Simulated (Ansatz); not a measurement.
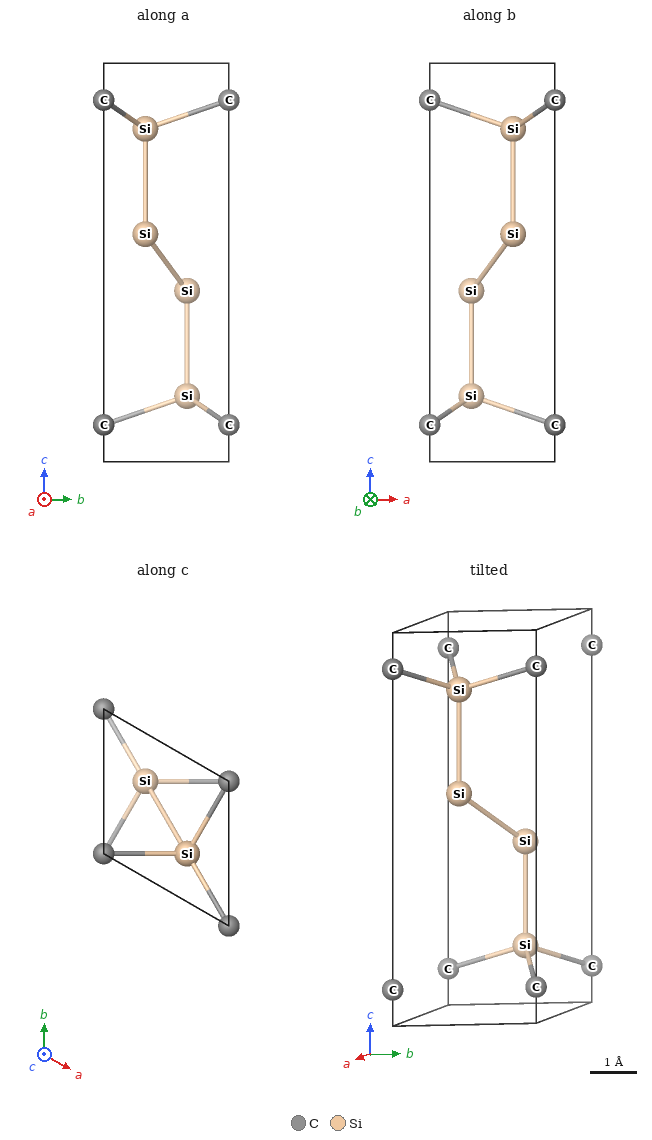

This ball-and-stick model is shown along the a axis, along the b axis, along the c axis and slightly off an axis. The parallelepiped is the conventional unit cell.

Lattice parameters: a = 3.211 Å, b = 3.211 Å, c = 8.845 Å, α = 90.00°, β = 90.00°, γ = 120.00°. Put a along x and b in the xy plane.

**Express the structure as a POSCAR file, with free fractional coordinates to two decimals.**

```
C Si
1.0
     3.211    0.000    0.000
    -1.605    2.780    0.000
     0.000    0.000    8.845
C Si
2 4
Direct
  0.00 0.00 0.91
  0.00 0.00 0.09
  0.6667 0.3333 0.57
  0.3333 0.6667 0.16
  0.6667 0.3333 0.84
  0.3333 0.6667 0.43
```

Starting structure: a structure type filled with these elements by a generator (whether the compound takes this form wasn't checked). The picture shows the end point of a geometry optimisation with DFT, r2SCAN, plane waves, PAW in Ansatz 0.2.0.
